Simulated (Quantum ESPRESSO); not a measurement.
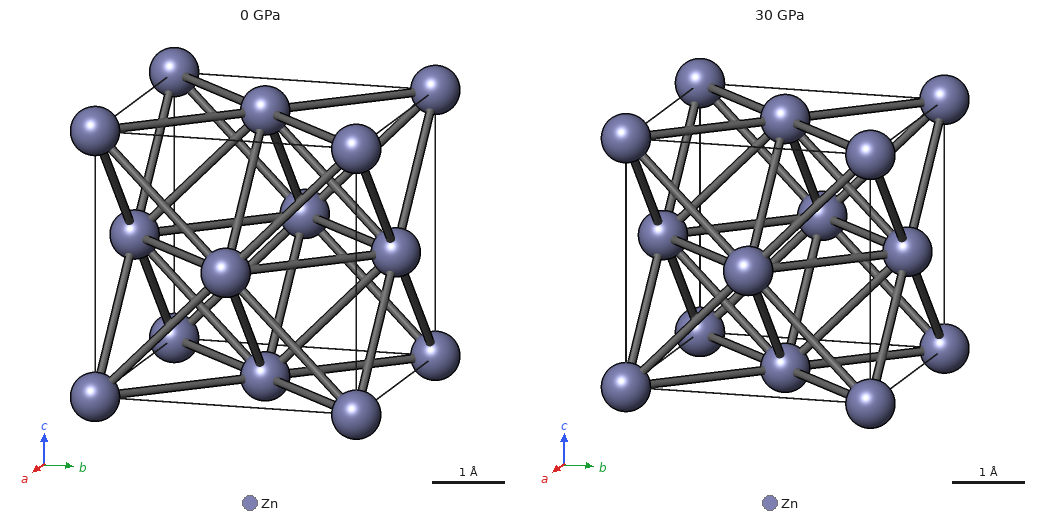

Zn, face-centred cubic (Cu type), space group Fm-3m (No. 225), relaxed (cell and atoms) under a series of hydrostatic pressures; the conventional cell is drawn at the lowest and the highest, to one scale (sticks follow a distance rule). The start was a structure listed in the Materials Project. This isn't the form of Zn at room conditions, which is hcp.

Alike in all runs: Quantum ESPRESSO 7.5; functional PBEsol; potentials GBRV 1.5 PBEsol; cutoff 871 eV; k mesh 12 × 12 × 12 on the run's cell of 1 atom; occupations fermi-dirac, width 0.05 eV; no spin polarisation; no spin-orbit coupling.

```tsv
pressure (GPa)	volume (Å³/atom)	a (Å)
0.2	14.067	3.832
2.3	13.759	3.804
5.3	13.371	3.768
10.4	?	?
20.4	12.098	3.644
30.4	11.532	3.586
```

Fit a third-order Birch-Murnaghan equation to the rows given and use it to fill in the volume that is left out.

Answer. The fit gives V0 = 14.09 Å³/atom, B0 = 89 GPa and B0′ = 5.3, which puts the volume at 10.4 GPa at 12.86 Å³/atom. The run gave volume 12.857 Å³/atom; a 3.719 Å.

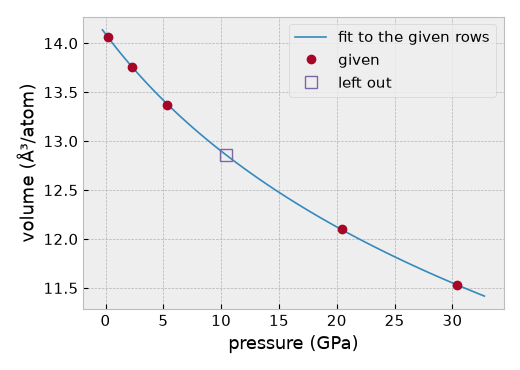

Volume against pressure, with the fit. The structure was kept in its own symmetry, so a change to another phase within this range wouldn't be seen.
